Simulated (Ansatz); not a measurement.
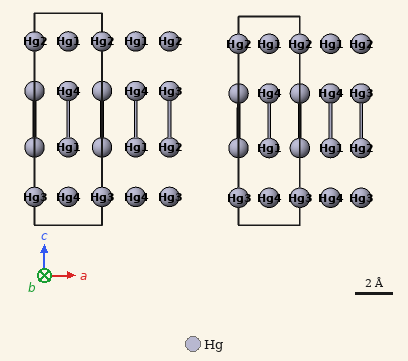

Two geometries of crystalline Hg (set up in Cmce), drawn at one scale. One is the start of a relaxation, the other its converged end. A ball-and-stick model of the larger cell on standard axes (2 times the calculation's cell), repeated 2 × 1 × 1 with one cell outlined, seen along the b axis.

All numbers below come from DFT PBE, scalar-relativistic, plane waves, PAW in Ansatz. Settings: plane-wave cutoff 420 eV; k-point mesh 8 × 8 × 10; occupations gaussian; smearing width 0.1 eV; no spin polarisation; cell and atoms relaxed; force threshold 0.02 eV/Å; at most 70 steps.

Which geometry has the lower energy?

The left one is the relaxed one. After 8 accepted moves (12 points after the start) the energy has fallen by 42.7 meV per cell of the calculation. Largest force component: 0.00066 eV/Å at the start, 0.00022 eV/Å at the end. Pressure: 1.26 GPa at the start and 0.01 GPa at the end. The line search rejected the trial steps at points 4, 8 of the run. At 2 points the geometry stayed and the basis and grid were re-selected for the new cell (energy shift of 2.6 meV per cell of the calculation at most each time). The largest moves relative to the cell, 0.026 Å, are those of Hg1, Hg2, Hg3 and Hg4. Hg3 goes along [−1 0 3]. The volume changes by +9.4 %, with a 3.389 → 3.730 Å (+10.0 %), b 5.518 → 5.403 Å (−2.1 %), c 11.526 → 11.707 Å (+1.6 %). Among the contacts that change: Hg1–Hg4 3.016 → 3.115 Å. Within 0.06 Å the space group is Fmmm at the start and Fmmm at the end; at a tighter tolerance small leftover displacements or strains of the cell lower it. Cost: 2.7 min on 2 threads of Intel(R) Xeon(R) Platinum 8375C CPU @ 2.90GHz (Ice Lake), on a shared host, peak memory 0.79 GiB.
